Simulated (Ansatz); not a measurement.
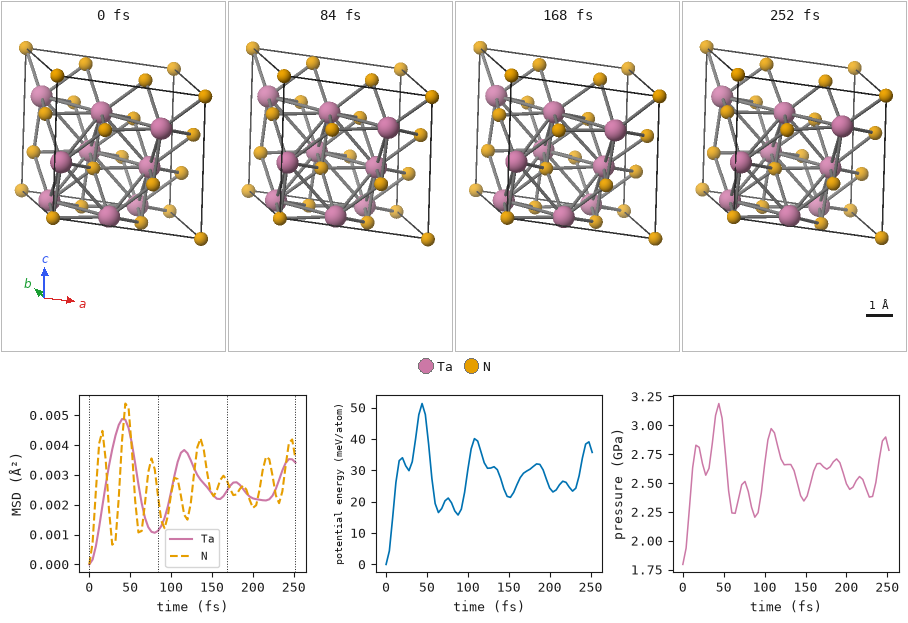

Molecular dynamics of an 18-atom cell of TaN (set up in P-6m2), 252 fs long. Frames and the history of the run. A ball-and-stick model of the simulation cell, seen slightly off an axis. Bonds to atoms that aren't drawn are left out.

Method: Ansatz 0.2.0, DFT PBE, scalar-relativistic, plane waves, PAW. Settings: plane-wave cutoff 420 eV; k-point mesh 2 × 2 × 2; Fermi-Dirac smearing 0.05 eV; volume 1.01 times that of the relaxed crystal; constant energy (NVE); velocities drawn for 450 K; time step 4 fs.

What happens in this trajectory?

Answer. Root-mean-square distances from the starting positions over the second half, with the common drift of all atoms taken out: N 0.05 Å, Ta 0.05 Å. That is small against the typical shortest distance between atoms in the first frame, about 2.2 Å: the atoms vibrate about their sites and the arrangement holds. The mean temperature in the second half is 224 K (standard deviation 36 K). The first frame carries almost no forces, so kinetic energy first flows into potential energy: the temperature drops from 450 to 178 K within 20 fs, and without a thermostat its mean stays below the start. The potential energy in the second half lies on average 28.2 meV per atom above the first frame. The mean pressure there is 2.6 GPa. The total energy stays between 0 and 1 meV per atom of its start. A straight-line fit has a slope that amounts to +0.059 meV per atom over 252 fs (0.2 % of the mean kinetic energy), and the ripple about it is 2.1 % of the kinetic energy's fluctuation. That is tolerable for a short run, though not tight (an offset or drift over 2 % of the kinetic energy, or a ripple over 7 %). The time step of 4 fs is long for the fastest vibrations here (lightest element nitrogen).
